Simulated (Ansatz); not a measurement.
Geometry relaxation of Si₂C (part 1 of 3)

Si₂C (P-62m, 6 atoms in the cell), computed with DFT PBE, scalar-relativistic, plane waves, PAW, no spin polarisation (Ansatz 0.2.0).

The structure was made by a generator, so it may or may not be a known phase. Figures and captions count atoms from 1; the log counts them from 0 in places.

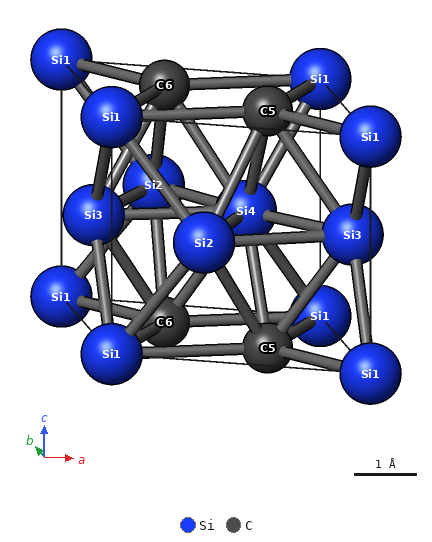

Figure 1. The structure as given in the input (ball-and-stick view of the cell of the calculation, seen slightly off an axis; atoms are numbered from 1 in the order of the input). An atom can appear more than once, as a periodic image.

Input file:
```yaml
crystal:
  lattice:
    - [4.4705161191, 0.0, 0.0]
    - [-2.2352580595, 3.8715805271, 0.0]
    - [0.0, 0.0, 3.9510994696]
  atoms:
    - { symbol: Si, position: [0.0, 0.0, 0.0] }
    - { symbol: Si, position: [0.3567325477, 0.0, 0.5] }
    - { symbol: Si, position: [0.0, 0.3567325477, 0.5] }
    - { symbol: Si, position: [0.6432674523, 0.6432674523, 0.5] }
    - { symbol: C, position: [0.6666666667, 0.3333333333, 0.0] }
    - { symbol: C, position: [0.3333333333, 0.6666666667, 0.0] }
basis:
  ecutwfc: 420
kpoints:
  mp_grid: { grid: [12, 12, 10] }
hamiltonian:
  xc: pbe
scf:
  occupations: { method: gaussian, width: 0.1 }
output:
  forces: true
  stress: true
  eigenvalues: true
  write_density: true
  write_potential: true
  elf: true
  volumetric_format: npy
relax:
  adjacent_minimum: "off"
  f_tol: 0.01
  max_steps: 80
  cell: { stress_tol: 0.05 }
```

Hardware: 1 thread of Intel Xeon @ 2.50GHz (Skylake/Cascade Lake), 189 GiB of memory available, shared host.

Launch command:
```bash
ansatz run input.yaml --threads 1 --pin off --max-ram 2560MiB --backend cpu --events-out ev --progress --plain --runs-dir out
```

The program's output:
```
Engine: ansatz 0.2.0, x86_64-unknown-linux-gnu
Pseudopotentials: kind: paw
Pseudopotential: Si, paw, valence charge 4, recommended cutoff 420 eV (normal), Si.paw.azcp
Pseudopotential: C, paw, valence charge 4, recommended cutoff 420 eV (normal), C.paw.azcp
Functional definition: PBE
  parameter kappa = 0.804
  parameter beta = 0.06672455060314922
  exchange = pbe_x(kappa = kappa, mu = beta*pi^2/3)
  correlation = pbe_c(beta = beta)
Crystal: 6 atoms, lattice volume = 68.385 Å³
Basis set: ecut = 420 eV, 1339 PW (Γ), exchange–correlation on 60×60×54 points (8 copies of the dense FFT grid, shifted against one another)
Bands: 18, of which v1, the nominal top of the filled ones, is band 12 counted from 1 (11 counted from 0)
Symmetry: 12 space group operations
Space group: P-62m (ITA 189), of the structure as read, at distance tolerance 4.1e-5 Å
k-points: 114 of 1440 (time reversal used)
Non-local potential: Si, projectors of the file, l = 0: 2, l = 1: 2, l = 2: 2
Non-local potential: C, projectors of the file, l = 0: 2, l = 1: 2, l = 2: 1
PAW form: soft (Blöchl's): semilocal exchange-correlation on the pseudo side does not see the compensation charge
PAW one-centre angular grid: Si, 110 points (default); XC on 64 Gauss nodes
PAW one-centre angular grid: C, 110 points (default); XC on 64 Gauss nodes
Initial density: superposition of atomic densities (neutral atoms: chi_scale 0, normalization atom), corrected by the library's trained network
Initial wavefunctions: pseudopotential atomic-orbital guess
Functional: x = pbe(κ = 0.804, μ = 0.2195149727645171), c = pbe(β = 0.06672455060314922)
SCF iter   1: F=—  HF=-3035.068202 eV  |F-HF|=—  |Δ(HF+E_count)|=         —  Δρ=4.58e-3  dr2=1.50e-2  ethr=1.77e-3  ⟨swp⟩=5.8  Hψ=11731  notcnv=0
preconditioner: auto → Kerker (q_TF=auto, 2.291 Å⁻¹)  [metal: Δε(μ)=0.028 eV  Ē_g=8.517 eV  σ=0.100 eV  W_gap=0.15  n_scr=20 (ndim 8)  ℏωp=22.0 eV  f_vac=0.000  D(μ)=2.69/eV (n_scr^D=20)]
SCF iter   2: F=—  HF=-3035.067368 eV  |F-HF|=—  |Δ(HF+E_count)|=   8.34e-4  Δρ=2.62e-3  dr2=4.80e-3  ethr=6.23e-5  ⟨swp⟩=1.0  Hψ=2964  notcnv=0
SCF iter   3: F=—  HF=-3035.066974 eV  |F-HF|=—  |Δ(HF+E_count)|=   3.94e-4  Δρ=2.56e-4  dr2=3.33e-5  ethr=2.00e-5  ⟨swp⟩=2.6  Hψ=2979  notcnv=0
SCF iter   4: F=—  HF=-3035.066971 eV  |F-HF|=—  |Δ(HF+E_count)|=   3.73e-6  Δρ=5.00e-5  dr2=1.05e-6  ethr=1.39e-7  ⟨swp⟩=2.5  Hψ=3353  notcnv=0
iter 5 did not close the SCF: its close was put off for the readings that it lacked (scf_convergence_deferred on its scf_iter line)
SCF iter   5: F=-3035.066971 eV  HF=-3035.066971 eV  |F-HF|=2.93e-9  |Δ(HF+E_count)|=   1.16e-7  Δρ=7.99e-6  dr2=2.69e-8  ethr=4.38e-9  ⟨swp⟩=2.2  Hψ=3263  notcnv=0
SCF iter   6: F=-3035.066971 eV  HF=-3035.066971 eV  |F-HF|=1.51e-10  |Δ(HF+E_count)|=   5.32e-9  Δρ=8.43e-7  dr2=5.00e-10  ethr=1.12e-10  ⟨swp⟩=7.8  Hψ=12692  notcnv=0
SCF 1 converged in 6 iterations: F = -3035.066971 eV  dr2 = 5.00e-10
  greatest PAW one-centre occupation: 0.722 electrons in one spin orbital (limit 2), on the C atom at site 5 (counted from 0), in its partial waves of l = 0
relax step   1: F+E_penalty+E_count = -3035.06697063 eV  Δ(F+E_penalty+E_count) = +0.000e0 eV  max|allowed force component| = 3.744e-2 eV/Å  Δτ_max = 0.0000 Å  P = +0.130 GPa  Ω = 68.385 Å³  (6 SCF iters, dr2 threshold 1.00e-7 eV, accepted)
Crystal: 6 atoms, lattice volume = 68.504 Å³
Basis set: ecut = 420 eV, 1315 PW (Γ), exchange–correlation on 60×60×54 points (8 copies of the dense FFT grid, shifted against one another)
Initial density: handed on by an earlier stage of this run
Initial wavefunctions: those handed on with the density
iter 1 solved again at ethr=5.64e-5 eV; its pass at ethr=3.10e-3 eV (dr2=1.35e-2 eV) is discarded
SCF iter   1: F=—  HF=-3035.135208 eV  |F-HF|=—  |Δ(HF+E_count)|=         —  Δρ=3.40e-3  dr2=1.43e-2  ethr=5.64e-5  ⟨swp⟩=1.0  Hψ=13375  notcnv=0
preconditioner: auto → Kerker (q_TF=auto, 2.291 Å⁻¹)  [metal: Δε(μ)=0.006 eV  Ē_g=8.496 eV  σ=0.100 eV  W_gap=0.04  n_scr=20 (ndim 8)  ℏωp=22.0 eV  f_vac=0.000  D(μ)=3.24/eV (n_scr^D=26)]
SCF iter   2: F=—  HF=-3035.132864 eV  |F-HF|=—  |Δ(HF+E_count)|=   2.34e-3  Δρ=1.79e-3  dr2=3.93e-3  ethr=5.64e-5  ⟨swp⟩=1.0  Hψ=2052  notcnv=0
SCF iter   3: F=—  HF=-3035.131958 eV  |F-HF|=—  |Δ(HF+E_count)|=   9.05e-4  Δρ=1.86e-4  dr2=1.93e-5  ethr=1.64e-5  ⟨swp⟩=2.4  Hψ=3188  notcnv=0
SCF iter   4: F=—  HF=-3035.131945 eV  |F-HF|=—  |Δ(HF+E_count)|=   1.30e-5  Δρ=1.88e-5  dr2=2.25e-7  ethr=8.05e-8  ⟨swp⟩=2.5  Hψ=3462  notcnv=0
iter 5 did not close the SCF: its close was put off for the readings that it lacked (scf_convergence_deferred on its scf_iter line)
SCF iter   5: F=-3035.131945 eV  HF=-3035.131945 eV  |F-HF|=2.30e-9  |Δ(HF+E_count)|=   1.56e-8  Δρ=2.91e-6  dr2=6.25e-9  ethr=9.38e-10  ⟨swp⟩=2.2  Hψ=3396  notcnv=0
SCF iter   6: F=-3035.131945 eV  HF=-3035.131945 eV  |F-HF|=7.28e-12  |Δ(HF+E_count)|=  1.81e-10  Δρ=3.33e-7  dr2=6.02e-11  ethr=2.60e-11  ⟨swp⟩=5.0  Hψ=10980  notcnv=0
SCF 2 converged in 6 iterations: F = -3035.131945 eV  dr2 = 6.02e-11
[... from here on the iterations of each SCF are left out, up to the last one ...]
relax step   2: F+E_penalty+E_count = -3035.13194496 eV  Δ(F+E_penalty+E_count) = -6.497e-2 eV  max|allowed force component| = 9.404e-2 eV/Å  Δτ_max = 0.0073 Å  P = +0.123 GPa  Ω = 68.504 Å³  energy of the carried Pulay correction = -1.159e-4 eV  (6 SCF iters, dr2 threshold 6.00e-7 eV, accepted)
Crystal: 6 atoms, lattice volume = 68.758 Å³
Basis set: ecut = 420 eV, 1351 PW (Γ), exchange–correlation on 60×60×54 points (8 copies of the dense FFT grid, shifted against one another)
preconditioner: auto → none  [metal: Δε(μ)=0.004 eV  Ē_g=8.475 eV  σ=0.100 eV  W_gap=0.02  n_scr=8 (ndim 8)  ℏωp=21.9 eV  f_vac=0.000  D(μ)=2.99/eV (n_scr^D=26)]
the search or the solves at the SCF's close seem to have found levels that the self-consistency loop had missed (the run counts 1). By its estimate they hold under 1e-12 electrons; where the run keeps them, the occupations were computed again with them
SCF 3 converged in 6 iterations: F = -3035.230900 eV  dr2 = 1.55e-9
relax step   3: F+E_penalty+E_count = -3035.23089958 eV  Δ(F+E_penalty+E_count) = -9.895e-2 eV  max|allowed force component| = 1.767e-1 eV/Å  Δτ_max = 0.0154 Å  P = -0.331 GPa  Ω = 68.758 Å³  energy of the carried Pulay correction = -3.653e-4 eV  (6 SCF iters, dr2 threshold 6.00e-7 eV, accepted)
Crystal: 6 atoms, lattice volume = 68.820 Å³
Basis set: ecut = 420 eV, 1327 PW (Γ), exchange–correlation on 60×60×54 points (8 copies of the dense FFT grid, shifted against one another)
eigensolver tolerance schedule calibrated: the retry pair's looser diagonalisation under-reported the residual by θ = 0.07 (0.11/decade); ethr = c·dr2/N_el runs at the constant in force after the calibration composes with the one it found (an armed cap, an earlier calibration), c = 7.7e-2
preconditioner: auto → none  [metal: Δε(μ)=0.027 eV  Ē_g=8.558 eV  σ=0.100 eV  W_gap=0.15  n_scr=8 (ndim 8)  ℏωp=21.9 eV  f_vac=0.000  D(μ)=2.66/eV (n_scr^D=20)]
SCF 4 converged in 6 iterations: F = -3035.674882 eV  dr2 = 7.31e-9
relax step   4: F+E_penalty+E_count = -3035.67488212 eV  Δ(F+E_penalty+E_count) = -4.440e-1 eV  max|allowed force component| = 4.321e-1 eV/Å  Δτ_max = 0.0379 Å  P = -0.636 GPa  Ω = 68.820 Å³  energy of the carried Pulay correction = -4.258e-4 eV  (6 SCF iters, dr2 threshold 6.00e-7 eV, accepted)
Crystal: 6 atoms, lattice volume = 68.131 Å³
Basis set: ecut = 420 eV, 1283 PW (Γ), exchange–correlation on 60×60×54 points (8 copies of the dense FFT grid, shifted against one another)
preconditioner: auto → none  [metal: Δε(μ)=0.021 eV  Ē_g=8.776 eV  σ=0.100 eV  W_gap=0.12  n_scr=8 (ndim 8)  ℏωp=22.0 eV  f_vac=0.000  D(μ)=2.45/eV (n_scr^D=20)]
SCF 5 converged in 6 iterations: F = -3036.303124 eV  dr2 = 4.44e-9
relax step   5: F+E_penalty+E_count = -3036.30312427 eV  Δ(F+E_penalty+E_count) = -6.282e-1 eV  max|allowed force component| = 3.576e-1 eV/Å  Δτ_max = 0.0438 Å  P = -0.295 GPa  Ω = 68.131 Å³  energy of the carried Pulay correction = +2.500e-4 eV  (6 SCF iters, dr2 threshold 6.00e-7 eV, accepted)
Crystal: 6 atoms, lattice volume = 66.839 Å³
Basis set: ecut = 420 eV, 1301 PW (Γ), exchange–correlation on 60×60×54 points (8 copies of the dense FFT grid, shifted against one another)
preconditioner: auto → none  [metal: Δε(μ)=0.046 eV  Ē_g=9.125 eV  σ=0.100 eV  W_gap=0.26  n_scr=8 (ndim 8)  ℏωp=22.3 eV  f_vac=0.000  D(μ)=2.21/eV (n_scr^D=8)]
the search or the solves at the SCF's close seem to have found levels that the self-consistency loop had missed (the run counts 1). By its estimate they hold under 1e-12 electrons; where the run keeps them, the occupations were computed again with them
SCF 6 converged in 6 iterations: F = -3037.206135 eV  dr2 = 7.40e-9
relax step   6: F+E_penalty+E_count = -3037.20613521 eV  Δ(F+E_penalty+E_count) = -9.030e-1 eV  max|allowed force component| = 3.804e-1 eV/Å  Δτ_max = 0.0361 Å  P = +0.355 GPa  Ω = 66.839 Å³  energy of the carried Pulay correction = +1.536e-3 eV  (6 SCF iters, dr2 threshold 6.00e-7 eV, accepted)
Crystal: 6 atoms, lattice volume = 65.121 Å³
Basis set: ecut = 420 eV, 1289 PW (Γ), exchange–correlation on 60×60×54 points (8 copies of the dense FFT grid, shifted against one another)
preconditioner: auto → none  [metal: Δε(μ)=0.017 eV  Ē_g=9.572 eV  σ=0.100 eV  W_gap=0.10  n_scr=8 (ndim 8)  ℏωp=22.5 eV  f_vac=0.000  D(μ)=2.04/eV (n_scr^D=8)]
SCF 7 converged in 6 iterations: F = -3038.414125 eV  dr2 = 4.75e-9
relax step   7: F+E_penalty+E_count = -3038.41412517 eV  Δ(F+E_penalty+E_count) = -1.208e0 eV  max|allowed force component| = 3.083e-1 eV/Å  Δτ_max = 0.0271 Å  P = +1.466 GPa  Ω = 65.121 Å³  energy of the carried Pulay correction = +3.284e-3 eV  (6 SCF iters, dr2 threshold 6.00e-7 eV, accepted)
Crystal: 6 atoms, lattice volume = 63.082 Å³
Basis set: ecut = 420 eV, 1251 PW (Γ), exchange–correlation on 60×60×54 points (8 copies of the dense FFT grid, shifted against one another)
preconditioner: auto → none  [metal: Δε(μ)=0.018 eV  Ē_g=10.064 eV  σ=0.100 eV  W_gap=0.10  n_scr=8 (ndim 8)  ℏωp=22.9 eV  f_vac=0.000  D(μ)=1.86/eV (n_scr^D=8)]
SCF 8 converged in 6 iterations: F = -3039.583906 eV  dr2 = 2.33e-9
relax step   8: F+E_penalty+E_count = -3039.58390630 eV  Δ(F+E_penalty+E_count) = -1.170e0 eV  max|allowed force component| = 4.848e-1 eV/Å  Δτ_max = 0.0191 Å  P = +5.922 GPa  Ω = 63.082 Å³  energy of the carried Pulay correction = +5.419e-3 eV  (6 SCF iters, dr2 threshold 6.00e-7 eV, accepted)
Crystal: 6 atoms, lattice volume = 62.772 Å³
Basis set: ecut = 420 eV, 1227 PW (Γ), exchange–correlation on 60×60×54 points (8 copies of the dense FFT grid, shifted against one another)
preconditioner: auto → none  [metal: Δε(μ)=0.008 eV  Ē_g=10.293 eV  σ=0.100 eV  W_gap=0.04  n_scr=6 (ndim 8)  ℏωp=23.0 eV  f_vac=0.000  D(μ)=1.61/eV (n_scr^D=6)]
SCF 9 converged in 6 iterations: F = -3039.879422 eV  dr2 = 2.52e-9
relax step   9: F+E_penalty+E_count = -3039.87942240 eV  Δ(F+E_penalty+E_count) = -2.955e-1 eV  max|allowed force component| = 3.786e-1 eV/Å  Δτ_max = 0.0375 Å  P = +8.215 GPa  Ω = 62.772 Å³  energy of the carried Pulay correction = +5.749e-3 eV  (6 SCF iters, dr2 threshold 6.00e-7 eV, accepted)
Crystal: 6 atoms, lattice volume = 66.333 Å³
Basis set: ecut = 420 eV, 1287 PW (Γ), exchange–correlation on 60×60×54 points (8 copies of the dense FFT grid, shifted against one another)
preconditioner: auto → none  [metal: Δε(μ)=0.018 eV  Ē_g=9.737 eV  σ=0.100 eV  W_gap=0.10  n_scr=8 (ndim 8)  ℏωp=22.3 eV  f_vac=0.000  D(μ)=1.77/eV (n_scr^D=6)]
SCF 10 converged in 6 iterations: F = -3039.996276 eV  dr2 = 1.08e-9
relax step  10: F+E_penalty+E_count = -3039.99627550 eV  Δ(F+E_penalty+E_count) = -1.169e-1 eV  max|allowed force component| = 3.395e-1 eV/Å  Δτ_max = 0.0087 Å  P = -2.514 GPa  Ω = 66.333 Å³  energy of the carried Pulay correction = +2.046e-3 eV  (6 SCF iters, dr2 threshold 6.00e-7 eV, accepted)
Crystal: 6 atoms, lattice volume = 65.826 Å³
preconditioner: auto → none  [metal: Δε(μ)=0.012 eV  Ē_g=9.875 eV  σ=0.100 eV  W_gap=0.07  n_scr=8 (ndim 8)  ℏωp=22.4 eV  f_vac=0.000  D(μ)=1.85/eV (n_scr^D=6)]
SCF 11 converged in 6 iterations: F = -3040.025321 eV  dr2 = 2.44e-10
relax step  11: F+E_penalty+E_count = -3040.02532091 eV  Δ(F+E_penalty+E_count) = -2.905e-2 eV  max|allowed force component| = 8.385e-4 eV/Å  Δτ_max = 0.0379 Å  P = -1.357 GPa  Ω = 65.826 Å³  energy of the carried Pulay correction = +2.561e-3 eV  (6 SCF iters, dr2 threshold 6.00e-7 eV, accepted)
Crystal: 6 atoms, lattice volume = 65.337 Å³
preconditioner: auto → none  [metal: Δε(μ)=0.017 eV  Ē_g=9.920 eV  σ=0.100 eV  W_gap=0.09  n_scr=8 (ndim 8)  ℏωp=22.5 eV  f_vac=0.000  D(μ)=1.84/eV (n_scr^D=6)]
the search or the solves at the SCF's close seem to have found levels that the self-consistency loop had missed (the run counts 1). By its estimate they hold under 1e-12 electrons; where the run keeps them, the occupations were computed again with them
SCF 12 converged in 6 iterations: F = -3040.028642 eV  dr2 = 2.78e-11
relax step  12: F+E_penalty+E_count = -3040.02864248 eV  Δ(F+E_penalty+E_count) = -3.322e-3 eV  max|allowed force component| = 3.816e-3 eV/Å  Δτ_max = 0.0017 Å  P = -0.049 GPa  Ω = 65.337 Å³  energy of the carried Pulay correction = +3.062e-3 eV  (6 SCF iters, dr2 threshold 6.00e-7 eV, accepted)
```
